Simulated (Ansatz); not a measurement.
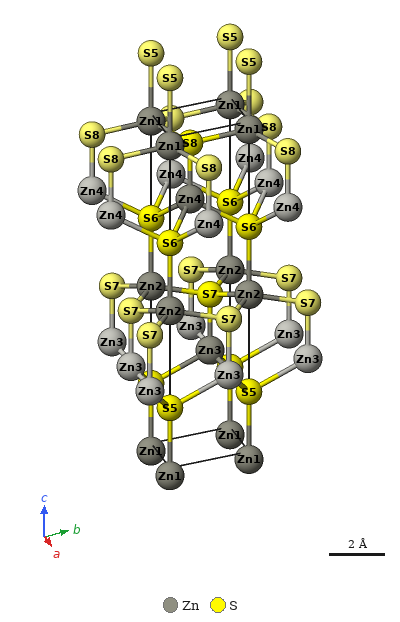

Fig. 1: The structure as given in the input (ball-and-stick view of the cell of the calculation, seen slightly off an axis; neighbours outside the cell are drawn fainter; atoms are numbered from 1 in the order of the input). An atom can appear more than once, as a periodic image. Near neighbours in the periodic cell (some may lie outside the picture): Zn has 4 S at 2.13 to 2.59 Å; S has 4 Zn at 2.13 to 2.59 Å.

**Two runs on ZnS**

System: ZnS (P6₃mc, 8 atoms in the cell).
Method of run 1: DFT PBE, scalar-relativistic, plane waves, PAW, no spin polarisation (Ansatz 0.2.0).

The structure derives from an entry of the Crystallography Open Database. Text and figures count atoms from 1; the logs count them from 0 in places.

### Input file, run 1
```yaml
crystal:
  lattice:
    - [3.8467234474, 0.0, 0.0]
    - [-1.9233617237, 3.3313602268, 0.0]
    - [0.0, 0.0, 12.5902250312]
  atoms:
    - { symbol: Zn, position: [0.0, 0.0, -0.0237776619] }
    - { symbol: Zn, position: [0.0, 0.0, 0.4762223381] }
    - { symbol: Zn, position: [0.3333333333, 0.6666666667, 0.2738052536] }
    - { symbol: Zn, position: [0.6666666667, 0.3333333333, 0.7738052536] }
    - { symbol: S, position: [0.0, 0.0, 0.1817555284] }
    - { symbol: S, position: [0.0, 0.0, 0.6817555284] }
    - { symbol: S, position: [0.3333333333, 0.6666666667, 0.4432660065] }
    - { symbol: S, position: [0.6666666667, 0.3333333333, 0.9432660065] }
basis:
  ecutwfc: 420
kpoints:
  mp_grid: { grid: [12, 12, 2] }
hamiltonian:
  xc: pbe
scf:
  occupations: { method: gaussian, width: 0.05 }
output:
  forces: true
  stress: true
  eigenvalues: true
```

Launched with:
```bash
ansatz run input.yaml --threads 2 --pin off --max-ram 5120MiB --backend cpu --events-out ev --progress --plain --runs-dir out
```

Hardware: 2 threads of Arm Neoverse V1, 24 GiB of memory available, shared host.

### Output, shortened to warnings, some set-up lines, iterations and results (run 1)
```
Basis set: ecut = 420 eV, 3139 PW (Γ), exchange–correlation on 54×54×180 points (8 copies of the dense FFT grid, shifted against one another)
Symmetry: 12 space group operations
k-points: 38 of 288
Initial density: superposition of atomic densities (neutral atoms: chi_scale 0, normalization atom), corrected by the library's trained network
[...]
SCF iter   1: F=—  HF=-16889.369299 eV  |F-HF|=—  |Δ(HF+E_count)|=         —  Δρ=1.16e-3  dr2=1.96e-3  ethr=1.77e-3  ⟨swp⟩=8.0  Hψ=7630  notcnv=0  defer=3
SCF iter   2: F=—  HF=-16889.369056 eV  |F-HF|=—  |Δ(HF+E_count)|=   2.43e-4  Δρ=5.51e-4  dr2=4.67e-4  ethr=2.72e-6  ⟨swp⟩=2.1  Hψ=3224  notcnv=0  defer=4
SCF iter   3: F=—  HF=-16889.369172 eV  |F-HF|=—  |Δ(HF+E_count)|=   1.15e-4  Δρ=3.52e-4  dr2=2.08e-4  ethr=6.49e-7  ⟨swp⟩=2.1  Hψ=2627  notcnv=0
SCF iter   4: F=—  HF=-16889.369246 eV  |F-HF|=—  |Δ(HF+E_count)|=   7.44e-5  Δρ=1.57e-4  dr2=2.99e-5  ethr=2.89e-7  ⟨swp⟩=2.0  Hψ=2854  notcnv=0
SCF iter   5: F=—  HF=-16889.369116 eV  |F-HF|=—  |Δ(HF+E_count)|=   1.30e-4  Δρ=4.36e-5  dr2=6.36e-6  ethr=4.16e-8  ⟨swp⟩=2.0  Hψ=2615  notcnv=0
SCF iter   6: F=—  HF=-16889.369118 eV  |F-HF|=—  |Δ(HF+E_count)|=   2.39e-6  Δρ=4.15e-5  dr2=1.84e-6  ethr=8.83e-9  ⟨swp⟩=2.0  Hψ=2854  notcnv=0
SCF iter   7: F=—  HF=-16889.369118 eV  |F-HF|=—  |Δ(HF+E_count)|=   7.14e-7  Δρ=1.06e-5  dr2=3.37e-7  ethr=2.56e-9  ⟨swp⟩=2.0  Hψ=2716  notcnv=0
SCF iter   8: F=-16889.369118 eV  HF=-16889.369118 eV  |F-HF|=2.90e-8  |Δ(HF+E_count)|=   1.06e-7  Δρ=3.81e-6  dr2=2.54e-8  ethr=1.39e-10  ⟨swp⟩=7.8  Hψ=6742  notcnv=0
SCF 1 converged in 8 iterations: F = -16889.369118 eV  dr2 = 2.54e-8
SCF converged after 8 iterations
Free energy (F): -16889.369118 eV
Harris-Foulkes:  -16889.369118 eV  (|F-HF|=2.90e-8)
Internal energy: -16889.369118 eV  (E = F + TS)
E sigma→0 (E₀):  -16889.369118 eV
Fermi energy:    6.626625 eV
--- Per-component energies (eV) ---
  E_band       = -7.229770
  E_kinetic    = 952.138646
  E_local      = -8405.361403  (includes V_loc(G=0)·N_el)
  E_nonlocal   = 2570.692524
  E_hartree    = 3520.424514
  E_xc         = -936.886401
  E_vxc        = -557.202462  (∫ρ·V_xc dr)
  E_paw        = -9713.495963  (= ΣΔE_a)
  E_vpaw       = -1608.347063  (= ΣTr[D̂ρ^β])
  E_aug_tail   = -0.001415  (compensation charges beyond the density's cutoff)
  E_ewald      = -4876.879620
  E_smearing   = -0.000000  (= −TS)
  E_closure    = 0.000000  (closes the sum)
  Σ components = -16889.369118   (vs F -16889.369118, Δ=0.00e0)
--- Forces (eV/Å), atoms counted from 1 ---
  atom   1  Zn     0.00000000    -0.00000000     1.67533048
  atom   2  Zn     0.00000000     0.00000000     1.67533048
  atom   3  Zn    -0.00000000    -0.00000000    -3.49805356
  atom   4  Zn    -0.00000000     0.00000000    -3.49805356
  atom   5  S      0.00000000     0.00000000     0.90643631
  atom   6  S      0.00000000    -0.00000000     0.90643631
  atom   7  S      0.00000000    -0.00000000     0.91630037
  atom   8  S      0.00000000     0.00000000     0.91630037
  max |Σ_I F_I| component: 2.72e-5 eV/Å
--- Stress (GPa, compression-positive) ---
        1.494802       0.000000      -0.000000
        0.000000       1.494802       0.000000
       -0.000000       0.000000       2.477747
  P = ⅓ Tr σ = 1.8225 GPa (18.225 kbar)
```

The input of run 2 differs as follows (lines with − go, lines with + come):
```diff
-    - { symbol: Zn, position: [0.0, 0.0, -0.0237776619] }
-    - { symbol: Zn, position: [0.0, 0.0, 0.4762223381] }
-    - { symbol: Zn, position: [0.3333333333, 0.6666666667, 0.2738052536] }
-    - { symbol: Zn, position: [0.6666666667, 0.3333333333, 0.7738052536] }
-    - { symbol: S, position: [0.0, 0.0, 0.1817555284] }
-    - { symbol: S, position: [0.0, 0.0, 0.6817555284] }
-    - { symbol: S, position: [0.3333333333, 0.6666666667, 0.4432660065] }
-    - { symbol: S, position: [0.6666666667, 0.3333333333, 0.9432660065] }
+    - { symbol: Zn, position: [0.0, 0.0, 0.0119643522] }
+    - { symbol: Zn, position: [0.0, 0.0, 0.5119643522] }
+    - { symbol: Zn, position: [0.3333333333, 0.6666666667, 0.2381341429] }
+    - { symbol: Zn, position: [0.6666666667, 0.3333333333, 0.7381341429] }
+    - { symbol: S, position: [0.0, 0.0, 0.1900567828] }
+    - { symbol: S, position: [0.0, 0.0, 0.6900567828] }
+    - { symbol: S, position: [0.3333333333, 0.6666666667, 0.4348201589] }
+    - { symbol: S, position: [0.6666666667, 0.3333333333, 0.9348201589] }
```

How does run 2 compare with run 1?

With the same functional and potentials, run 2 lies 145.4 meV per atom lower. The gap on the mesh goes from 1.04 to 1.70 eV. The pressure goes from 1.82 to 0.43 GPa. The largest force goes from 3.498 to 1.509 eV/Å. The number of SCF iterations is the same.

### Output, shortened to warnings, some set-up lines, iterations and results (run 2)
```
Basis set: ecut = 420 eV, 3139 PW (Γ), exchange–correlation on 54×54×180 points (8 copies of the dense FFT grid, shifted against one another)
Symmetry: 12 space group operations
k-points: 38 of 288
Initial density: superposition of atomic densities (neutral atoms: chi_scale 0, normalization atom), corrected by the library's trained network
[...]
SCF iter   1: F=—  HF=-16890.532655 eV  |F-HF|=—  |Δ(HF+E_count)|=         —  Δρ=8.33e-4  dr2=2.77e-3  ethr=1.77e-3  ⟨swp⟩=8.6  Hψ=7622  notcnv=0
SCF iter   2: F=—  HF=-16890.532849 eV  |F-HF|=—  |Δ(HF+E_count)|=   1.94e-4  Δρ=5.96e-4  dr2=1.09e-3  ethr=3.85e-6  ⟨swp⟩=2.0  Hψ=2813  notcnv=0  defer=3
SCF iter   3: F=—  HF=-16890.532909 eV  |F-HF|=—  |Δ(HF+E_count)|=   6.01e-5  Δρ=5.29e-4  dr2=3.60e-4  ethr=1.52e-6  ⟨swp⟩=2.0  Hψ=2798  notcnv=0  defer=1
SCF iter   4: F=—  HF=-16890.532732 eV  |F-HF|=—  |Δ(HF+E_count)|=   1.77e-4  Δρ=1.36e-4  dr2=5.34e-5  ethr=5.00e-7  ⟨swp⟩=2.0  Hψ=2742  notcnv=0  defer=1
SCF iter   5: F=—  HF=-16890.532705 eV  |F-HF|=—  |Δ(HF+E_count)|=   2.74e-5  Δρ=5.34e-5  dr2=1.58e-5  ethr=7.42e-8  ⟨swp⟩=2.0  Hψ=2594  notcnv=0  defer=1
SCF iter   6: F=—  HF=-16890.532702 eV  |F-HF|=—  |Δ(HF+E_count)|=   2.69e-6  Δρ=2.20e-5  dr2=1.17e-6  ethr=2.19e-8  ⟨swp⟩=2.8  Hψ=2914  notcnv=0  defer=1
SCF iter   7: F=—  HF=-16890.532702 eV  |F-HF|=—  |Δ(HF+E_count)|=   6.15e-7  Δρ=2.53e-5  dr2=5.60e-7  ethr=1.63e-9  ⟨swp⟩=2.0  Hψ=2790  notcnv=0  defer=1
SCF iter   8: F=-16890.532702 eV  HF=-16890.532702 eV  |F-HF|=5.06e-8  |Δ(HF+E_count)|=   2.88e-7  Δρ=4.79e-6  dr2=4.28e-8  ethr=1.39e-10  ⟨swp⟩=7.1  Hψ=7581  notcnv=0
SCF 1 converged in 8 iterations: F = -16890.532702 eV  dr2 = 4.28e-8
SCF converged after 8 iterations
Free energy (F): -16890.532702 eV
Harris-Foulkes:  -16890.532702 eV  (|F-HF|=5.06e-8)
Internal energy: -16890.532702 eV  (E = F + TS)
E sigma→0 (E₀):  -16890.532702 eV
Fermi energy:    6.578669 eV
--- Per-component energies (eV) ---
  E_band       = 1.805560
  E_kinetic    = 951.423844
  E_local      = -8271.131366  (includes V_loc(G=0)·N_el)
  E_nonlocal   = 2571.298443
  E_hartree    = 3458.630003
  E_xc         = -936.558651
  E_vxc        = -556.801221  (∫ρ·V_xc dr)
  E_paw        = -9714.561229  (= ΣΔE_a)
  E_vpaw       = -1610.241417  (= ΣTr[D̂ρ^β])
  E_aug_tail   = -0.001443  (compensation charges beyond the density's cutoff)
  E_ewald      = -4949.632303
  E_smearing   = -0.000000  (= −TS)
  E_closure    = -0.000000  (closes the sum)
  Σ components = -16890.532702   (vs F -16890.532702, Δ=0.00e0)
--- Forces (eV/Å), atoms counted from 1 ---
  atom   1  Zn    -0.00000000    -0.00000000    -1.50901029
  atom   2  Zn    -0.00000000     0.00000000    -1.50901029
  atom   3  Zn     0.00000000    -0.00000000     1.07171977
  atom   4  Zn     0.00000000     0.00000000     1.07171977
  atom   5  S      0.00000000     0.00000000     0.11194121
  atom   6  S      0.00000000    -0.00000000     0.11194121
  atom   7  S      0.00000000    -0.00000000     0.32536776
  atom   8  S      0.00000000     0.00000000     0.32536776
  max |Σ_I F_I| component: 3.69e-5 eV/Å
--- Stress (GPa, compression-positive) ---
        0.325166       0.000000      -0.000000
        0.000000       0.325166       0.000000
       -0.000000       0.000000       0.650439
  P = ⅓ Tr σ = 0.4336 GPa (4.336 kbar)
```

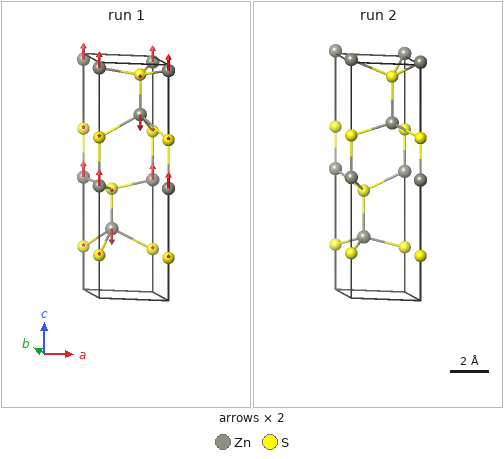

Fig. 2: The two input geometries at one scale (ball-and-stick view of the cell of the calculation, seen slightly off an axis). The red arrows on the first give the shifts of the atoms relative to the cell, with their mean removed, magnified 2 times. The largest moves, 0.45 Å, are those of Zn atoms. Largest moves by element: Zn 0.45 Å, S 0.11 Å. (The mean shift of all atoms is removed.) The cell stays as it was. Among the contacts that change: S–Zn 2.588 → 2.242 Å, S–Zn 2.134 → 2.476 Å, S–Zn 2.505 → 2.302 Å, S–Zn 2.259 → 2.424 Å.

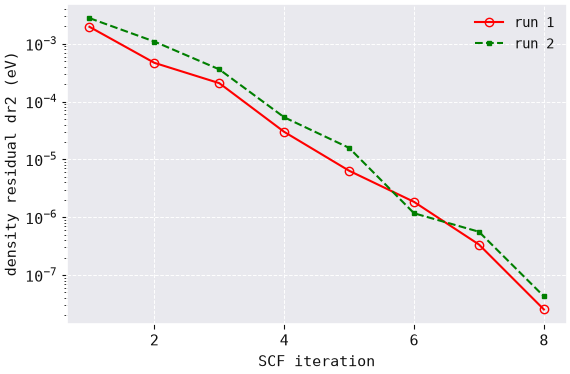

Fig. 3: Convergence of the two runs: density residual dr2 against the SCF iteration. Run 1 takes 8 iterations in all, and run 2 takes 8.

### The two runs side by side

| quantity | run 1 | run 2 |
| --- | --- | --- |
| outcome | converged | converged |
| free energy per atom (eV) | −2111.1711 | −2111.3166 |
| gap on the mesh (eV) | 1.04 | 1.70 |
| pressure (GPa) | 1.82 | 0.43 |
| largest force (eV/Å) | 3.498 | 1.509 |
| SCF iterations | 8 | 8 |
| irreducible k-points | 38 | 38 |
| plane waves at Γ | 3139 | 3139 |
| wall time (shared host) | 15 s | 15 s |
